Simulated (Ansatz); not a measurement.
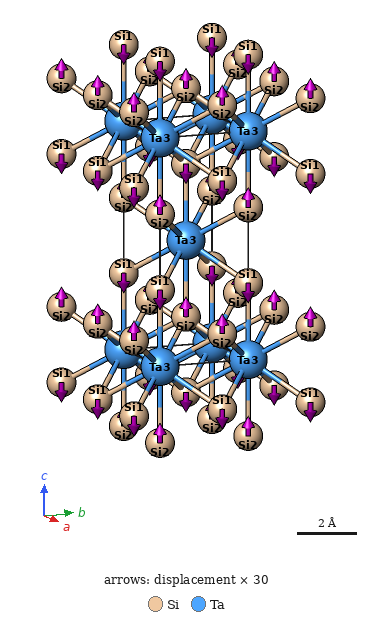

A relaxation of crystalline TaSi2 (a generated structure, set up in I4/mmm) (coarse preliminary run). The starting structure is drawn; purple arrows show the displacements (the part carried along by the change of the cell is left out), 30 times their true length.

A ball-and-stick model of the conventional cell (2 times the calculation's cell), seen slightly off an axis. Lengths and directions refer to the drawn axes.

Case: W → Ta on all its sites, cell and atoms relaxed.

Computed with DFT PBEsol, scalar-relativistic, plane waves, PAW in Ansatz. Set-up: plane-wave cutoff 420 eV; k-point mesh 8 × 8 × 8; occupations gaussian; smearing width 0.1 eV; no spin polarisation; cell and atoms relaxed; force threshold 0.05 eV/Å; at most 60 steps.

**Atoms of which element are displaced furthest, and by how much?**

Silicon: up to 0.024 Å, against 0.000 Å for tantalum.

**What happened in the run?**

The energy falls by 21.2 meV per atom in 3 accepted moves (4 points after the start). The largest force component goes from 0.33 to 0.022 eV/Å. The pressure goes from 8.03 to −0.17 GPa. The SCF was repeated once at an unchanged geometry on a basis and grid sized afresh for the cell, which shifted the energy by 0.2 meV per atom at most. The largest moves relative to the cell, 0.024 Å, are those of Si1 and Si2. Si2 goes along +c. Ta stays in place. The volume changes by +3.5 %, with a = b 3.247 → 3.255 Å (+0.2 %), c 7.925 → 8.162 Å (+3.0 %). Among the contacts that change: Si1–Ta3 2.651 → 2.706 Å, Si1–Ta3 (another image) 2.644 → 2.681 Å, Ta3–Ta3 3.247 → 3.255 Å. Among the angles between lasting bonds that change: Ta3–Si2–Ta3 120.5° → 118.3°. The space group stays I4/mmm (No. 139). The run took 11 s on 1 thread of Oxide Virtual Turin-like Processor (Zen 5) (shared host), peak memory 0.41 GiB.
